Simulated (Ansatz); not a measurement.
System: Ga, space group Fm-3m (No. 225) (one of a set of cubic test structures, which need not be the stable phase).

One of the inputs:
```
crystal:
  lattice:
    - [0.0, 2.114169111408, 2.114169111408]
    - [2.114169111408, 0.0, 2.114169111408]
    - [2.114169111408, 2.114169111408, 0.0]
  atoms:
    - { symbol: Ga, position: [0, 0, 0] }
kpoints:
  mp_grid: { grid: [44, 44, 44] }
hamiltonian:
  xc: pbe
  pseudopotentials: { kind: paw }
scf:
  occupations: { method: fermi_dirac, width: 0.061225619053 }
output:
  forces: true
  stress: true
```

Command:
```bash
ansatz run input.yaml --threads 2
```

Method: equation of state of a cubic crystal from periodic Kohn-Sham density functional theory without spin, third-order Birch-Murnaghan fit to the free energies; pressure corrected for the finite basis (Ansatz 0.2.0 development build). Level: PBE.

structure type fcc; atoms in cell 1; space group number 225; lattice centring face-centred primitive; k mesh 44×44×44; occupation method Fermi–Dirac; occupation width 0.06123 eV; wave cutoff 420 eV; datasets soft-1 PAW; density tolerance 1e−07 eV; bands 11; density cutoff ratio 4; search for lower states default.

What does the calculation give for the energy above the lowest point and pressure against volume? The volume takes the values 17.77, 18.14, 18.52, 18.90, 19.28, 19.66, 20.03 Å³/atom.

A third-order Birch–Murnaghan fit gives V0 = 18.94 Å³/atom, B0 = 48.6 GPa and B′ = 4.8. The energy above the lowest point is 12.5 meV/atom at volume 17.77 Å³/atom and 8.5 meV/atom at 20.03 Å³/atom; the lowest computed point is at volume 18.90 Å³/atom (0.0 meV/atom), and no other minimum shows. The pressure falls from 3.636 GPa at volume 17.77 Å³/atom to −2.376 GPa at 20.03 Å³/atom, and changes sign near 18.94 Å³/atom.

| volume (Å³/atom) | energy above the lowest point (meV/atom) | pressure (GPa) |
| --- | --- | --- |
| 17.77 | 12.5 | 3.636 |
| 18.14 | 5.5 | 2.323 |
| 18.52 | 1.5 | 1.153 |
| 18.90 | 0.0 | 0.110 |
| 19.28 | 0.8 | −0.820 |
| 19.66 | 3.8 | −1.641 |
| 20.03 | 8.5 | −2.376 |

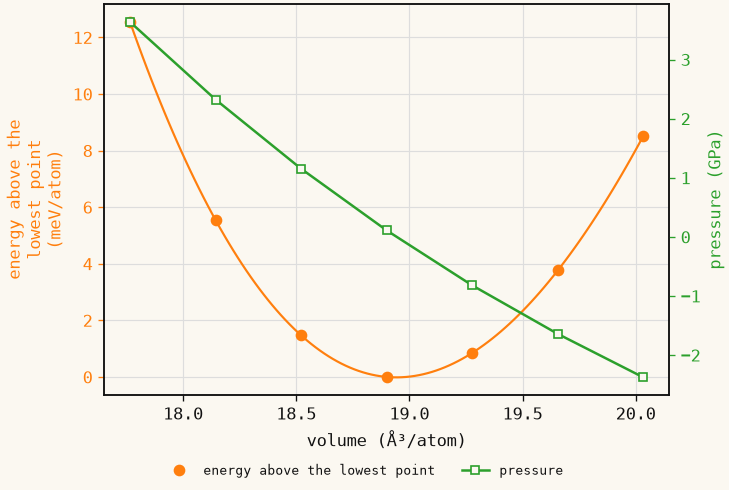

Keep in mind: cubic model structure, not the ambient form.
